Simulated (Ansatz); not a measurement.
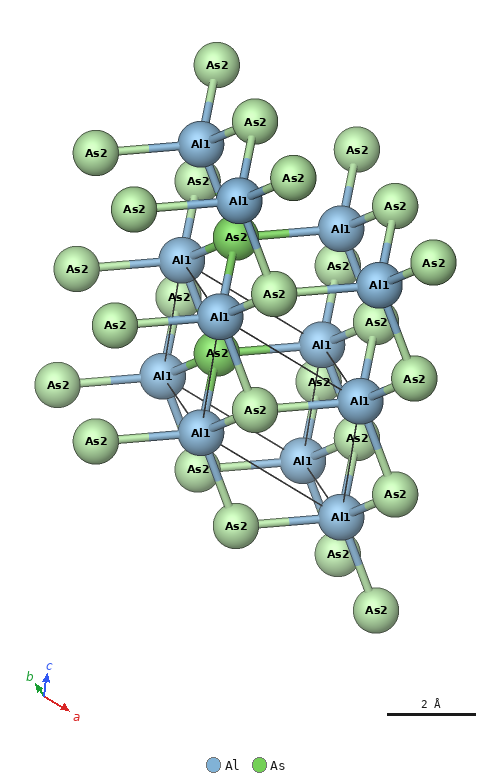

The input geometry of the first run (ball-and-stick view of the reduced cell, repeated 1 × 1 × 2, seen slightly off an axis; neighbours outside the cell are drawn fainter; atoms are numbered from 1 in the order of the input).

## Two runs on AlAs

System: AlAs (2 atoms in the cell).
Method of the first run: DFT, PBEsol, all-electron LAPW, scalar-relativistic, no spin polarisation (Ansatz 0.2.0).

The structure derives from an entry of the Crystallography Open Database. Text and figures count atoms from 1; the logs count them from 0 in places.

Input file, the first run:
```yaml
crystal:
  lattice:
    - [0.0, 2.8304, 2.858704]
    - [2.8304, 0.0, 2.858704]
    - [2.8304, 2.8304, 0.0]
  atoms:
    - { symbol: Al, position: [0.0, 0.0, 0.0] }
    - { symbol: As, position: [0.75, 0.75, 0.75] }
kpoints:
  mp_grid: { grid: [11, 11, 11] }
  band_path:
    path:
      - [0.0, 0.0, 0.0]
      - [0.5, 0.0, 0.5]
      - [0.75, 0.25, 0.5]
      - [0.5, 0.5, 0.5]
      - [0.0, 0.0, 0.0]
      - [0.5, 0.5, 0.0]
      - [0.6274629938, 0.6274629938, 0.2549259876]
      - [0.3725370062, 0.3725370062, 0.7450740124]
      - [0.0, 0.0, 0.0]
    npoints: 5
scf:
  occupations: { method: fermi_dirac, width: 0.05 }
hamiltonian:
  xc: pbesol
  pseudopotentials: { kind: all_electron, lapw: { basis_error: 0.001 } }
output:
  forces: true
  stress: true
  eigenvalues: true
```

Launched with:
```bash
ansatz run input.yaml --threads 1 --pin off --max-ram 3072MiB --backend cpu --events-out ev --progress --plain --runs-dir out
```

Hardware: 1 thread of Intel Xeon (Sapphire Rapids), 64 GiB of memory available, shared host.

Output, shortened to warnings, some set-up lines, iterations and results (the first run):
```
Basis set: ecut = 255.298469290954 eV, 411 PW (Γ), exchange–correlation at level 2
Symmetry: 8 space group operations
k-points: 126 of 1331 (time reversal used)
Initial density: superposition of atomic densities (chi_scale 0.1, normalization cell, long waves kept (reshape's long-wave potential 0.00 eV rms))
[...]
SCF iter   1: F=—  HF=-68076.521021 eV  |F-HF|=—  |Δ(HF+E_count)|=         —  Δρ=3.50e-2  dr2=8.26e-1  ethr=2.43e-3  ⟨swp⟩=2.0  Hψ=17432  notcnv=0
SCF iter   2: F=—  HF=-68076.297960 eV  |F-HF|=—  |Δ(HF+E_count)|=   2.23e-1  Δρ=1.24e-2  dr2=6.45e-2  ethr=1.90e-4  ⟨swp⟩=2.0  Hψ=13481  notcnv=0
SCF iter   3: F=—  HF=-68076.284492 eV  |F-HF|=—  |Δ(HF+E_count)|=   1.35e-2  Δρ=4.10e-3  dr2=8.49e-3  ethr=1.90e-4  ⟨swp⟩=2.0  Hψ=7966  notcnv=0
SCF iter   4: F=—  HF=-68076.282647 eV  |F-HF|=—  |Δ(HF+E_count)|=         —  Δρ=6.42e-4  dr2=1.01e-4  ethr=2.50e-5  ⟨swp⟩=2.0  Hψ=7457  notcnv=0
SCF iter   5: F=—  HF=-68076.282499 eV  |F-HF|=—  |Δ(HF+E_count)|=   1.48e-4  Δρ=1.61e-4  dr2=9.36e-6  ethr=2.96e-7  ⟨swp⟩=2.3  Hψ=7541  notcnv=0
SCF iter   6: F=—  HF=-68076.282503 eV  |F-HF|=—  |Δ(HF+E_count)|=   4.62e-6  Δρ=2.17e-5  dr2=1.18e-7  ethr=2.75e-8  ⟨swp⟩=2.9  Hψ=7709  notcnv=0
SCF iter   7: F=-68076.282503 eV  HF=-68076.282503 eV  |F-HF|=6.98e-9  |Δ(HF+E_count)|=   1.83e-7  Δρ=3.87e-6  dr2=5.26e-9  ethr=3.47e-10  ⟨swp⟩=3.0  Hψ=7938  notcnv=0
SCF 1 converged in 7 iterations: F = -68076.282503 eV  dr2 = 5.26e-9
NSCF: frozen V_eff on 41 k-points
SCF converged after 7 iterations
Free energy (F): -68076.282503 eV
Harris-Foulkes:  -68076.282503 eV  (|F-HF|=6.98e-9)
Internal energy: -68076.282503 eV  (E = F + TS)
E sigma→0 (E₀):  -68076.282503 eV
Entropy (-TS):   -0.000000 eV (-0.000 meV/atom)
Fermi energy:    7.854081 eV
--- Per-component energies (eV) ---
  E_band       = -1858.526754
  E_kinetic    = 69453.611126
  E_xc         = -2731.961609
  E_electrostatic = -134797.932021  (all electrons and nuclei)
  E_smearing   = -0.000000  (= −TS)
  E_closure    = 0.000000  (closes the sum)
  E_atoms      = -68066.213488  (free atoms, spherical and without spin; not in F)
  Σ components = -68076.282503   (vs F -68076.282503, Δ=0.00e0)
  Basis errors (estimates in eV, not in F): energy 4.4e-4 per atom: plane waves 4.0e-4 (2.4e-4 summed), levels above the bands 9.9e-55, relativity 1.7e-8, radial functions 4.2e-5, core shells 5.2e-11; eigenvalues (radial functions only) 1.5e-6; not estimated: angular momenta, meshes, grids; target …
--- Forces (eV/Å), atoms counted from 1 ---
  atom   1  Al    -0.00000000     0.00000000     0.00000000
  atom   2  As     0.00000000     0.00000000     0.00000000
  max |Σ_I F_I| component: 1.39e-17 eV/Å
--- Stress (GPa, compression-positive) ---
       -0.022137       0.000000      -0.000000
        0.000000      -0.022137       0.000000
       -0.000000       0.000000      -0.567623
  P = ⅓ Tr σ = -0.2040 GPa (-2.040 kbar)
```

For the second run the input was changed thus:
```diff
-    - [0.0, 2.8304, 2.858704]
-    - [2.8304, 0.0, 2.858704]
-    - [2.8304, 2.8304, 0.0]
+    - [0.0, 2.773792, 2.8304]
+    - [2.773792, 0.0, 2.8304]
+    - [2.773792, 2.773792, 0.0]
-      - [0.6274629938, 0.6274629938, 0.2549259876]
-      - [0.3725370062, 0.3725370062, 0.7450740124]
+      - [0.62995, 0.62995, 0.2599]
+      - [0.37005, 0.37005, 0.7401]
```

Predict how the results change.

With the same functional and potentials, the second run lies 12.7 meV per atom higher. The pressure goes from −0.20 to 3.77 GPa. The volume per atom goes from 22.90 to 21.78 Å³. The number of SCF iterations is the same. The plane waves at Γ go from 411 to 427.

Output, shortened to warnings, some set-up lines, iterations and results (the second run):
```
Basis set: ecut = 267.1207015172155 eV, 427 PW (Γ), exchange–correlation at level 2
Symmetry: 8 space group operations
k-points: 126 of 1331 (time reversal used)
Initial density: superposition of atomic densities (chi_scale 0.1, normalization cell, long waves kept (reshape's long-wave potential 0.00 eV rms))
[...]
SCF iter   1: F=—  HF=-68076.506893 eV  |F-HF|=—  |Δ(HF+E_count)|=         —  Δρ=3.69e-2  dr2=8.53e-1  ethr=2.51e-3  ⟨swp⟩=2.0  Hψ=17352  notcnv=0
SCF iter   2: F=—  HF=-68076.273674 eV  |F-HF|=—  |Δ(HF+E_count)|=   2.33e-1  Δρ=1.31e-2  dr2=6.96e-2  ethr=2.05e-4  ⟨swp⟩=2.0  Hψ=13368  notcnv=0
SCF iter   3: F=—  HF=-68076.259111 eV  |F-HF|=—  |Δ(HF+E_count)|=   1.46e-2  Δρ=3.98e-3  dr2=7.52e-3  ethr=2.05e-4  ⟨swp⟩=2.0  Hψ=7835  notcnv=0
SCF iter   4: F=—  HF=-68076.257296 eV  |F-HF|=—  |Δ(HF+E_count)|=         —  Δρ=6.80e-4  dr2=1.04e-4  ethr=2.21e-5  ⟨swp⟩=2.0  Hψ=7334  notcnv=0
SCF iter   5: F=—  HF=-68076.257156 eV  |F-HF|=—  |Δ(HF+E_count)|=   1.40e-4  Δρ=1.69e-4  dr2=9.47e-6  ethr=3.06e-7  ⟨swp⟩=2.6  Hψ=7462  notcnv=0
SCF iter   6: F=—  HF=-68076.257161 eV  |F-HF|=—  |Δ(HF+E_count)|=   4.18e-6  Δρ=2.24e-5  dr2=1.17e-7  ethr=2.78e-8  ⟨swp⟩=2.9  Hψ=7544  notcnv=0
SCF iter   7: F=-68076.257161 eV  HF=-68076.257161 eV  |F-HF|=6.46e-9  |Δ(HF+E_count)|=   1.68e-7  Δρ=4.08e-6  dr2=5.29e-9  ethr=3.45e-10  ⟨swp⟩=3.0  Hψ=7799  notcnv=0
SCF 1 converged in 7 iterations: F = -68076.257161 eV  dr2 = 5.29e-9
NSCF: frozen V_eff on 41 k-points
SCF converged after 7 iterations
Free energy (F): -68076.257161 eV
Harris-Foulkes:  -68076.257161 eV  (|F-HF|=6.46e-9)
Internal energy: -68076.257161 eV  (E = F + TS)
E sigma→0 (E₀):  -68076.257161 eV
Entropy (-TS):   -0.000000 eV (-0.000 meV/atom)
Fermi energy:    8.420545 eV
--- Per-component energies (eV) ---
  E_band       = -1838.117919
  E_kinetic    = 69456.781605
  E_xc         = -2732.762844
  E_electrostatic = -134800.275922  (all electrons and nuclei)
  E_smearing   = -0.000000  (= −TS)
  E_closure    = 0.000000  (closes the sum)
  E_atoms      = -68066.213488  (free atoms, spherical and without spin; not in F)
  Σ components = -68076.257161   (vs F -68076.257161, Δ=0.00e0)
  Basis errors (estimates in eV, not in F): energy 4.5e-4 per atom: plane waves 4.0e-4 (2.4e-4 summed), levels above the bands 2.6e-55, relativity 3.9e-9, radial functions 4.3e-5, core shells 5.1e-11; eigenvalues (radial functions only) 1.2e-6; not estimated: angular momenta, meshes, grids; target …
--- Forces (eV/Å), atoms counted from 1 ---
  atom   1  Al    -0.00000000    -0.00000000    -0.00000000
  atom   2  As     0.00000000     0.00000000    -0.00000000
  max |Σ_I F_I| component: 1.39e-17 eV/Å
--- Stress (GPa, compression-positive) ---
        4.137107       0.000000      -0.000000
        0.000000       4.137107       0.000000
       -0.000000       0.000000       3.039120
  P = ⅓ Tr σ = 3.7711 GPa (37.711 kbar)
```

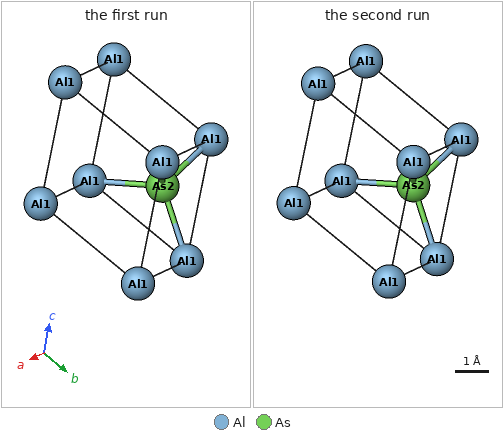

The two input geometries at one scale (ball-and-stick view of the reduced cell, seen slightly off an axis). No atom moves by more than 0.005 Å relative to the cell. Cell: a = b 4.003 → 3.923 Å (−2.0 %), c 4.023 → 3.963 Å (−1.5 %), α 119.8° → 119.7°, β 119.8° → 119.7°. Volume −4.9 %. Among the contacts that change: Al1–As2 2.459 → 2.419 Å.

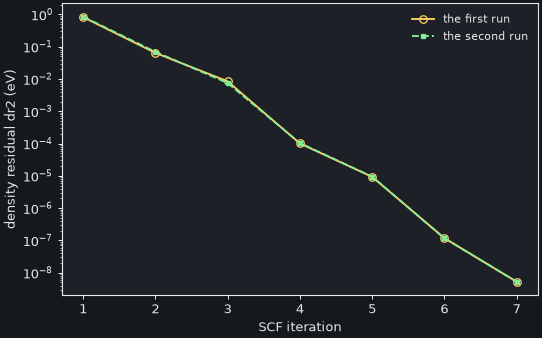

Convergence of the two runs: density residual dr2 against the SCF iteration. The first run takes 7 iterations in all, and the second run takes 7.

The two runs side by side:

| quantity | the first run | the second run |
| --- | --- | --- |
| outcome | converged | converged |
| free energy per atom (eV) | −34038.1413 | −34038.1286 |
| pressure (GPa) | −0.20 | 3.77 |
| volume per atom (Å³) | 22.90 | 21.78 |
| largest force (eV/Å) | 0.000 | 0.000 |
| SCF iterations | 7 | 7 |
| irreducible k-points | 126 | 126 |
| plane waves at Γ | 411 | 427 |
| wall time (shared host) | 30 s | 34 s |
